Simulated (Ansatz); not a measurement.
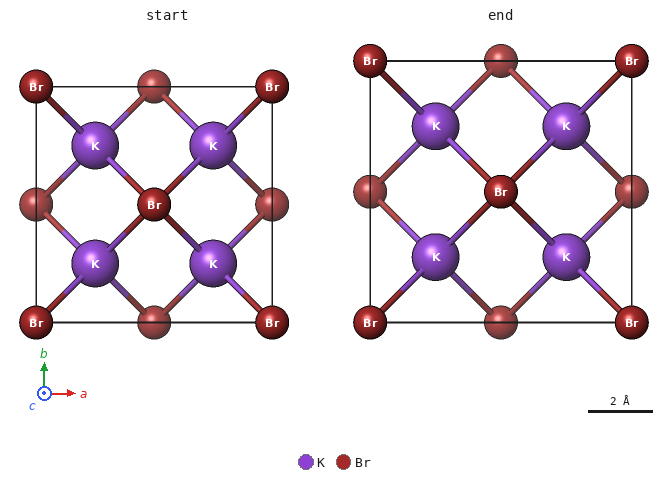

The structure of a crystal of K₂Br (built on the fluorite_225 type) (coarse preliminary run) before (left) and after (right) a relaxation, at one scale.

A ball-and-stick model of the conventional cell (4 times the calculation's cell), seen along the c axis. Lengths and directions refer to the drawn axes.

Case: anti-fluorite type (Fm-3m, No. 225).

Theory: DFT r2SCAN, scalar-relativistic, plane waves, PAW (Ansatz). Settings: plane-wave cutoff 500 eV; k-point mesh 4 × 4 × 4; occupations gaussian; smearing width 0.1 eV; no spin polarisation; cell and atoms relaxed; force threshold 0.04 eV/Å; at most 70 steps.

What changed between the two?

Answer. Over 3 accepted moves (4 points after the start) the energy falls by 121 meV per atom. All forces vanish by symmetry, so only the cell relaxes. Pressure: 4.33 GPa at the start and −0.03 GPa at the end. The SCF was repeated once at an unchanged geometry on a basis and grid sized afresh for the cell, which shifted the energy by 1.2 meV per atom at most. The atoms keep their places relative to the cell (all moves are under 0.005 Å). The drawn cell changes as follows: a = b = c 7.387 → 8.188 Å (+10.8 %); the volume changes by +36.2 %. Among the contacts that change: Br–K 3.199 → 3.546 Å. The space group stays Fm-3m (No. 225). Cost: 12 s on 1 thread of Intel(R) Xeon(R) 6975P-C (Granite Rapids) (shared host), peak memory 0.75 GiB.
